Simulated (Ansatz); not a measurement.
# Run report: Hf16HO32, single-point calculation (part 2 of 2)

Hf16HO32 (defect cell, 49 atoms in the cell); DFT PBE, scalar-relativistic, plane waves, PAW, spin-polarised (Ansatz 0.2.0); cutoff 420 eV, 2×2×2 k-mesh, Gaussian smearing of 0.05 eV, collinear spins. The structure derives from an entry of the Crystallography Open Database.

**What the program printed, continued**
```
  k-point 0 ↑: bands = ["-46.2431", "-46.1844", "-46.1752", "-46.1688", "-46.1629", "-46.1572", "-46.1500", "-46.1445", "-46.1400", "-46.1331", ... 113 levels left out ..., "3.9742", "3.9762", "3.9772", "3.9779", "3.9793", "3.9795", "3.9806", "3.9816", "3.9819", "3.9833", "3.9843", "3.9846", "3.9872", "3.9890", "3.9901", "3.9904", "3.9907", "3.9928", "3.9931", "3.9946", "3.9959", "3.9967", "3.9972", "3.9978", "3.9992", "4.0000", "4.0009", "4.0026", "4.0034",
      "4.0050", "4.0057", "4.0065", "4.0085", "4.0105", "4.0107", "4.0112", "4.0125", "4.0134", "4.0138", "4.0162", "4.0170", "4.0179", "4.0185", "4.0199", "4.0215", "4.0217", "4.0235", "4.0250", "4.0266", "4.0274", "4.0296", "4.0298", "4.0305", "4.0322", "4.0353", "4.0381", "4.0395", "4.0400", "4.0413", "4.0419", "4.0440", "4.0454", "4.0465", "4.0484", "4.0507", "4.0538", "4.0553", "4.0570", "4.0605",
      "4.0645", "4.0663", "4.0707", "4.0748", "4.0796", "4.0810", "4.0882", "4.0901", "4.0994", "4.1402", "4.1454", "4.1485", "4.1522", "4.1582", "4.1677", "4.1739", "8.5543", "8.7715", "9.1146", "9.3855", "9.4123", "9.4403", "9.5617", "9.5851", "9.6058", "9.6766", "9.7820", "9.8102", "9.8199", "9.8477", "9.8541", "9.8707", "9.9156", "9.9392", "10.0230", "10.0497", "10.1844", "10.1923", "10.2678", "10.3151",
      "10.3626", "10.3863", "10.3990", "10.4234", "10.4309", "10.4424", "10.6048", "10.6675", "10.8052", "10.9168", "10.9813", "11.0647", "11.1066", "11.1636", "11.2026", "11.3079", "11.3321", "11.3514", "11.3554", "11.4013", "11.4446", "11.5404", "11.5664", "11.6336", "11.7029", "11.7509", "11.8559", "11.9866", "12.0847", "12.1039", "12.1193", "12.1502", "12.1695", "12.2626", "12.2906", "12.3257", "12.3345", "12.3524", "12.4147", "12.4483",
      "12.5133", "12.5865", "12.5935", "12.6470", "12.6680", "12.7438", "12.7510", "12.7982", "12.8157", "12.8956", "12.9002", "13.0245", "13.0662", "13.0830", "13.1751", "13.2036", "13.2117", "13.2400", "13.2469", "13.2616", "13.2643", "13.2802", "13.4762", "13.5327", "13.5584", "13.5652", "13.5926", "13.6990", "13.7144", "13.7346", "13.9694", "14.1531", "15.4468", "18.5583", "18.6185", "18.7839", "18.9395", "19.0171", "19.1356", "19.1680",
      "19.3352", "19.3441", "19.3672", "19.4465", "19.4508", "19.5773", "19.6697", "19.7025", "19.8258", "19.8985", "19.9221"]
  k-point 1 ↑: bands = ["-46.2431", "-46.1842", "-46.1754", "-46.1688", "-46.1627", "-46.1574", "-46.1500", "-46.1445", "-46.1401", "-46.1332", ... 113 levels left out ..., "3.9744", "3.9754", "3.9761", "3.9777", "3.9790", "3.9795", "3.9801", "3.9814", "3.9816", "3.9824", "3.9835", "3.9858", "3.9873", "3.9880", "3.9886", "3.9903", "3.9919", "3.9926", "3.9929", "3.9937", "3.9959", "3.9964", "3.9967", "3.9977", "3.9989", "4.0001", "4.0019", "4.0025", "4.0031",
      "4.0034", "4.0054", "4.0073", "4.0093", "4.0104", "4.0109", "4.0120", "4.0126", "4.0134", "4.0145", "4.0154", "4.0178", "4.0185", "4.0198", "4.0206", "4.0214", "4.0215", "4.0228", "4.0236", "4.0248", "4.0273", "4.0280", "4.0311", "4.0327", "4.0342", "4.0366", "4.0370", "4.0378", "4.0395", "4.0405", "4.0429", "4.0446", "4.0457", "4.0476", "4.0487", "4.0524", "4.0536", "4.0561", "4.0593", "4.0606",
      "4.0622", "4.0695", "4.0753", "4.0771", "4.0807", "4.0830", "4.0888", "4.0912", "4.0963", "4.1399", "4.1453", "4.1487", "4.1538", "4.1579", "4.1683", "4.1735", "8.6871", "8.9514", "9.0854", "9.2807", "9.2870", "9.3030", "9.3507", "9.4084", "9.4424", "9.4595", "9.5683", "9.6167", "9.6597", "9.8068", "9.8922", "9.9969", "10.0085", "10.0227", "10.1160", "10.2102", "10.2216", "10.2355", "10.3803", "10.4124",
      "10.4300", "10.4480", "10.5447", "10.6179", "10.6339", "10.6502", "10.6556", "10.6607", "10.7116", "10.8450", "10.9704", "11.0363", "11.0421", "11.0514", "11.1552", "11.1781", "11.1845", "11.2078", "11.4169", "11.4587", "11.5624", "11.5910", "11.7706", "11.8890", "11.9391", "11.9626", "12.0334", "12.0425", "12.0582", "12.0900", "12.1211", "12.1396", "12.1525", "12.1667", "12.1695", "12.2108", "12.2579", "12.2857", "12.4576", "12.5954",
      "12.6164", "12.6256", "12.6352", "12.6416", "12.6741", "12.7080", "12.7501", "12.7745", "12.8441", "12.8639", "12.9198", "12.9751", "12.9966", "13.0041", "13.0506", "13.0859", "13.1808", "13.2016", "13.2260", "13.2416", "13.2702", "13.2977", "13.4866", "13.5286", "13.5527", "13.5606", "13.5677", "13.5782", "13.6323", "13.6782", "13.9870", "14.0485", "15.4498", "18.8281", "18.8509", "18.9182", "18.9285", "18.9573", "18.9686", "19.0147",
      "19.1526", "19.3684", "19.3879", "19.4708", "19.5233", "19.5371", "19.5576", "19.5666", "19.8564", "19.9852", "20.0046"]
  k-point 2 ↑: bands = ["-46.2431", "-46.1837", "-46.1763", "-46.1686", "-46.1620", "-46.1581", "-46.1489", "-46.1453", "-46.1409", "-46.1333", ... 113 levels left out ..., "3.9742", "3.9744", "3.9755", "3.9771", "3.9781", "3.9794", "3.9801", "3.9817", "3.9823", "3.9835", "3.9853", "3.9860", "3.9869", "3.9875", "3.9884", "3.9894", "3.9910", "3.9920", "3.9931", "3.9936", "3.9953", "3.9964", "3.9974", "3.9980", "4.0001", "4.0008", "4.0019", "4.0030", "4.0043",
      "4.0050", "4.0057", "4.0080", "4.0086", "4.0096", "4.0113", "4.0117", "4.0123", "4.0133", "4.0147", "4.0158", "4.0159", "4.0178", "4.0188", "4.0205", "4.0228", "4.0231", "4.0243", "4.0246", "4.0260", "4.0263", "4.0272", "4.0297", "4.0313", "4.0328", "4.0348", "4.0373", "4.0378", "4.0396", "4.0405", "4.0417", "4.0429", "4.0473", "4.0492", "4.0514", "4.0530", "4.0546", "4.0554", "4.0586", "4.0590",
      "4.0614", "4.0698", "4.0708", "4.0777", "4.0799", "4.0819", "4.0831", "4.0952", "4.0979", "4.1397", "4.1451", "4.1482", "4.1531", "4.1583", "4.1679", "4.1739", "8.7509", "9.2646", "9.2671", "9.2772", "9.2986", "9.3224", "9.3283", "9.3559", "9.4045", "9.4166", "9.6810", "9.6976", "9.7460", "9.7942", "9.8078", "9.8974", "9.9118", "9.9811", "10.0061", "10.0392", "10.0597", "10.1985", "10.2671", "10.2770",
      "10.3560", "10.3863", "10.4741", "10.5673", "10.6453", "10.6605", "10.6656", "10.6979", "10.7493", "10.7841", "10.8069", "10.8364", "11.0011", "11.0776", "11.2576", "11.3987", "11.4182", "11.4685", "11.5621", "11.6242", "11.6471", "11.6654", "11.6832", "11.6942", "11.8115", "11.8345", "11.9938", "12.0175", "12.0731", "12.1550", "12.1801", "12.1930", "12.2098", "12.2206", "12.2369", "12.2558", "12.4020", "12.4351", "12.4468", "12.4703",
      "12.5099", "12.5477", "12.5981", "12.6422", "12.7053", "12.7138", "12.7315", "12.7482", "12.8030", "12.8301", "12.8412", "12.8585", "12.9668", "12.9837", "13.0190", "13.0868", "13.1201", "13.1375", "13.3023", "13.3298", "13.3500", "13.3713", "13.4025", "13.4072", "13.5469", "13.6031", "13.6753", "13.7255", "13.7696", "13.8429", "13.8650", "13.8773", "15.4485", "18.5368", "18.5996", "18.9386", "19.0157", "19.0598", "19.1012", "19.1887",
      "19.1961", "19.2198", "19.4122", "19.5028", "19.5373", "19.5903", "19.6482", "19.7587", "19.7775", "19.8697", "19.8934"]
  k-point 7 ↓: bands = ["-46.2456", "-46.1826", "-46.1748", "-46.1672", "-46.1622", "-46.1579", "-46.1480", "-46.1447", "-46.1407", "-46.1332", ... 113 levels left out ..., "3.9734", "3.9756", "3.9766", "3.9774", "3.9784", "3.9801", "3.9803", "3.9816", "3.9833", "3.9842", "3.9852", "3.9862", "3.9871", "3.9886", "3.9894", "3.9899", "3.9909", "3.9913", "3.9930", "3.9950", "3.9962", "3.9969", "3.9976", "3.9983", "3.9989", "4.0001", "4.0007", "4.0019", "4.0032",
      "4.0043", "4.0052", "4.0076", "4.0079", "4.0090", "4.0101", "4.0103", "4.0120", "4.0129", "4.0145", "4.0167", "4.0178", "4.0190", "4.0192", "4.0205", "4.0225", "4.0240", "4.0246", "4.0249", "4.0264", "4.0282", "4.0297", "4.0310", "4.0333", "4.0344", "4.0356", "4.0362", "4.0393", "4.0404", "4.0421", "4.0433", "4.0455", "4.0477", "4.0486", "4.0509", "4.0531", "4.0562", "4.0574", "4.0606", "4.0617",
      "4.0635", "4.0678", "4.0739", "4.0768", "4.0793", "4.0815", "4.0825", "4.0936", "4.1053", "4.1509", "4.1528", "4.1568", "4.1679", "4.1728", "4.1749", "4.1828", "8.5709", "9.0644", "9.0861", "9.1878", "9.2729", "9.3706", "9.6002", "9.6422", "9.6776", "9.7003", "9.7703", "9.7849", "9.8225", "9.8844", "9.9037", "9.9180", "9.9309", "9.9486", "10.0836", "10.1162", "10.2279", "10.2526", "10.2691", "10.2778",
      "10.4525", "10.4951", "10.5296", "10.5779", "10.6256", "10.6419", "10.6714", "10.6970", "10.7290", "10.8324", "10.8691", "10.9811", "11.0030", "11.1428", "11.2933", "11.3295", "11.3854", "11.4165", "11.4248", "11.4394", "11.4544", "11.5585", "11.5948", "11.6426", "11.7885", "11.8049", "11.8292", "11.8892", "11.8956", "11.9138", "12.0202", "12.1362", "12.1831", "12.1918", "12.2262", "12.3329", "12.4334", "12.4446", "12.5061", "12.5355",
      "12.5784", "12.6082", "12.6202", "12.6286", "12.7228", "12.8186", "12.8869", "12.9466", "12.9664", "13.0028", "13.0189", "13.0330", "13.0663", "13.0886", "13.1078", "13.2169", "13.2239", "13.2937", "13.3080", "13.3158", "13.3497", "13.3585", "13.4495", "13.4567", "13.4852", "13.5655", "13.7024", "13.7143", "13.7204", "13.7367", "13.7935", "14.0885", "16.9481", "18.2977", "18.8375", "18.8548", "18.9359", "19.0800", "19.1831", "19.2678",
      "19.3634", "19.4340", "19.4511", "19.4720", "19.4733", "19.5060", "19.6026", "19.7563", "19.7920", "19.8305", "19.9020"]
--- Löwdin populations: 49 sites ---
  site symbol       q [e]    m [muB]
     0     Hf     24.5790     0.0010
     1     Hf     24.5819    -0.0001
     2     Hf     24.5873     0.0005
     3     Hf     24.5817     0.0013
     4     Hf     24.5812    -0.0065
     5     Hf     24.5842     0.0022
     6     Hf     24.5779    -0.0021
     7     Hf     24.5797     0.0001
     8     Hf     24.6724     0.1251
     9     Hf     24.5785     0.0045
    10     Hf     24.5763     0.0005
    11     Hf     24.5806     0.0002
    12     Hf     24.5822     0.0058
    13     Hf     24.5811     0.0095
    14     Hf     24.5755     0.0029
    15     Hf     24.5810     0.0029
    16      O      6.6825     0.0007
    17      O      6.6775     0.0238
    18      O      6.6856    -0.0002
    19      O      6.6829     0.0014
    20      O      6.6835     0.0029
    21      O      6.6854     0.0001
    22      O      6.6759     0.0006
    23      O      6.6785     0.0002
    24      O      6.6670     0.0391
    25      O      6.6812     0.0022
    26      O      6.6788    -0.0002
    27      O      6.6824     0.0012
    28      O      6.6843     0.0068
    29      O      6.6850     0.0002
    30      O      6.6799     0.0021
    31      O      6.6832     0.0002
    32      O      6.6434     0.0008
    33      O      6.6442     0.0014
    34      O      6.6470     0.0153
    35      O      6.6432     0.0007
    36      O      6.6216     0.1566
    37      O      6.6391     0.0046
    38      O      6.6432     0.0004
    39      O      6.6425     0.0001
    40      O      6.6326     0.0622
    41      O      6.6408     0.0074
    42      O      6.6424     0.0001
    43      O      6.6429     0.0009
    44      O      6.6401     0.0029
    45      O      6.6429     0.0003
    46      O      6.6371     0.0120
    47      O      6.6464     0.0017
    48      H      0.9672     0.4914
  spilling = 0.002478 (of n_electrons = 609.000000)
--- Band densities, each state counted as filled ---
  window                                       electrons  max residual (eV)  cut levels
  e_range: [-1.29, -0.68]            1.000000 + 0.000000             2.0e-6           0
  e_range: [0.68, 1.29]              0.000000 + 1.000000             1.7e-6           0
  e_range: [0.66, 0.79]              0.000000 + 1.000000             1.7e-6           0
  e_range: [-0.8, -0.66]             1.000000 + 0.000000             2.0e-6           0
```

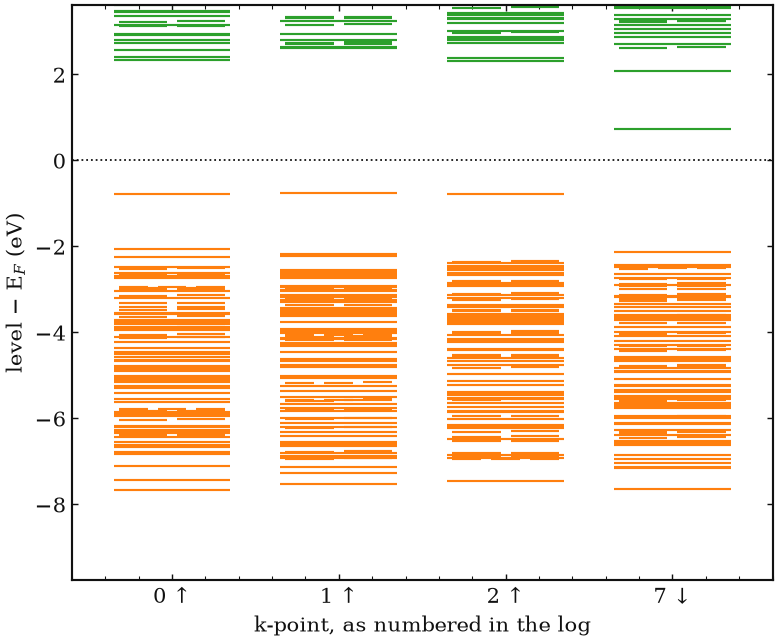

Kohn–Sham levels near the Fermi level (dotted) at the few k-points that the log prints; levels within 0.02 eV of each other stand side by side. Among these points the highest filled and lowest empty levels are 1.50 eV apart; the gap on the full mesh, 1.38 eV, has an edge at a point that isn't printed.
